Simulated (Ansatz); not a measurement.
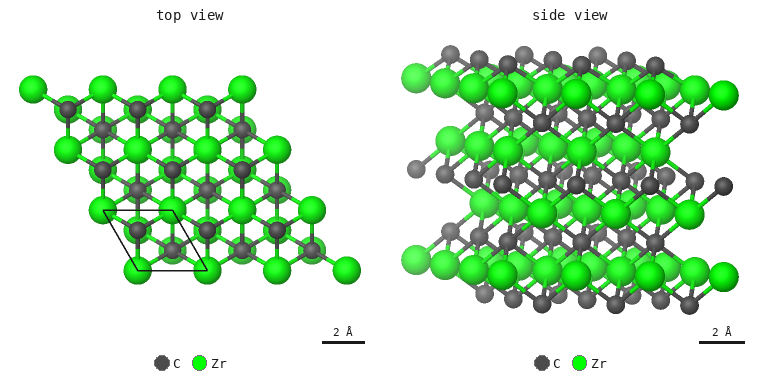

ZrC(111) (Fm-3m bulk, 9 atomic planes (those closer than 0.6 Å count as one), 11 Å, C-terminated, slab composition C5Zr4), seen from above and from the side.

The calculation used Ansatz, DFT PBE, scalar-relativistic, plane waves, PAW. Cutoff 420 eV, 21 × 21 k-points, Gaussian smearing 0.1 eV, dipole correction. The slab is a cut without reconstruction beyond its cell, at the source's lattice constants, with its lower half held fixed and the rest relaxed. No spin polarisation. The run warns that the functional's potential is rough in the thin density of the vacuum, where the tip is; weak contrasts and barriers may feel it.

Tersoff–Hamann simulation (s-wave tip); biases are sample biases. Bias windows are sharp sums over the levels of the k mesh.

Input file:

```yaml
crystal:
  lattice:
    - [3.32369886, 0.0, 0.0]
    - [-1.66184943, 2.87840764, 0.0]
    - [0.0, 0.0, 27.8551552282]
  atoms:
    - { symbol: C, position: [0.6666666662, 0.3333333338, 0.3051499778] }
    - { symbol: Zr, position: [0.0, 0.0, 0.3538624911] }
    - { symbol: C, position: [0.3333333338, 0.6666666675, 0.4025749941] }
    - { symbol: Zr, position: [0.6666666662, 0.3333333338, 0.451287497] }
    - { symbol: C, position: [0.0, 0.0, 0.4998161579] }
    - { symbol: Zr, position: [0.3333333338, 0.6666666675, 0.5485918225] }
    - { symbol: C, position: [0.6666666662, 0.3333333338, 0.5969031803] }
    - { symbol: Zr, position: [0.0, 0.0, 0.6464842254] }
    - { symbol: C, position: [0.3333333338, 0.6666666675, 0.6877562428] }
basis:
  ecutwfc: 420.0
  fft_grid_basis: typed
kpoints:
  mp_grid: { grid: [21, 21, 1] }
hamiltonian:
  xc: pbe
  pseudopotentials: { kind: paw }
scf:
  occupations: { method: gaussian, width: 0.1 }
output:
  forces: true
  eigenvalues: true
  band_densities:
    - { e_range: [-2.0, -1.0] }
    - { e_range: [-1.0, -0.5] }
    - { e_range: [-0.5, -0.25] }
    - { e_range: [-0.25, 0.0] }
    - { e_range: [0.0, 0.25] }
    - { e_range: [0.25, 0.5] }
    - { e_range: [0.5, 1.0] }
    - { e_range: [1.0, 1.5] }
  band_residual_tolerance: 1.0e-05
  write_potential: true
  elf: true
  write_density: true
  volumetric_format: npy
efield:
  axis: 3
  dipole_correction: true
  ramp_width: 0.04
checkpoint:
  read: start.run
  write: ck
  compress: false
  write_wavefunctions: false
  write_every: 100000
```

Launched as:

```sh
ansatz run input.yaml --threads 1 --pin off --max-ram 2211MiB --backend cpu --events-out ev --progress --plain --runs-dir out
```

This last single point, started from the relaxation's saved density, took 90 s on 1 thread of Arm Neoverse V1, on a shared host, peak memory 0.66 GiB.

Describe the constant-current image at a set point of 2.3 × 10⁻⁸ e/Å³ at a sample bias of −0.25 V.

The brightest spots lie over the top C atoms; the darkest points are over the sites above the C atoms 2.5 Å below the top plane. The corrugation is 17 pm at a mean tip height of 5.0 Å.

Predict the constant-current image at a set point of 1.6 × 10⁻⁶ e/Å³ at +1.00 V.

The brightest spots lie over the top C atoms; the darkest points are over the Zr atoms 1.1 Å below the top plane. The corrugation is 32 pm at a mean tip height of 4.0 Å.

The computed images, with the atoms seen from above drawn over one corner (deeper ones smaller):

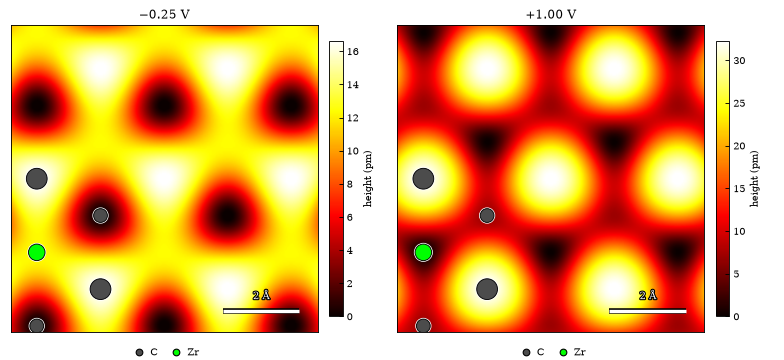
